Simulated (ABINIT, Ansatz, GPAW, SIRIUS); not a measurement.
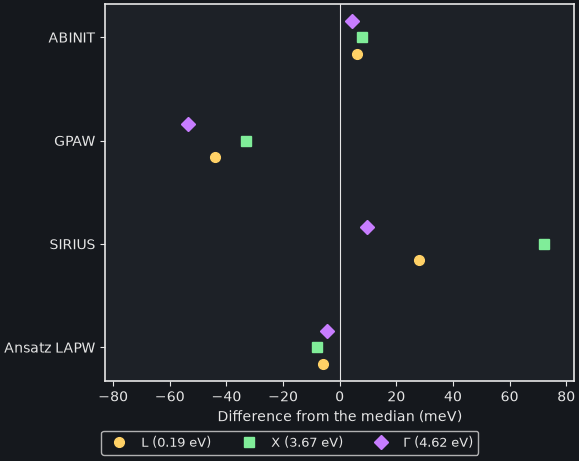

Lowest conduction level at each named k point, counted from the valence-band top at L, for rocksalt PbSe, space group Fm-3m, 2 atoms in the primitive cell; cubic a = 6.121 Å. Four programs ran LDA (no spin polarisation, no spin-orbit coupling) on the same cell and 6×6×6 k mesh. The plot shows each result less the median of the plane-wave and all-electron runs, which the legend gives.

> What spread should one expect between these programs?

The plane-wave and all-electron programs (ABINIT, GPAW, SIRIUS and Ansatz LAPW) agree within 105 meV at these points; their potentials differ as well, also in the shells treated as valence.

```
    program          kind  valence electrons  L (eV)  X (eV)  Γ (eV)
Ansatz LAPW  all-electron                  –   0.182   3.659   4.618
     SIRIUS   plane waves                 30   0.216   3.739   4.632
       GPAW   plane waves                 20   0.144   3.634   4.569
     ABINIT   plane waves                 30   0.194   3.675   4.627
```

Settings. all-electron LAPW, Fermi-Dirac smearing of 0.05 eV (Ansatz). PseudoDojo 0.4.1 PBE standard (scalar relativistic), 1177 eV cutoff, Fermi-Dirac smearing of 0.05 eV (SIRIUS). the program's PAW data sets (release 1.2.1) made for this functional, 450 eV cutoff, Fermi-Dirac smearing of 0.01 eV (GPAW). PseudoDojo NC SR LDA v0.4.1 standard, 1061 eV cutoff, Fermi-Dirac smearing of 0.05 eV (ABINIT).

Spin-orbit coupling is left out, which matters for Pb and Se and can close so small a gap. SIRIUS: the potentials were made for another functional.
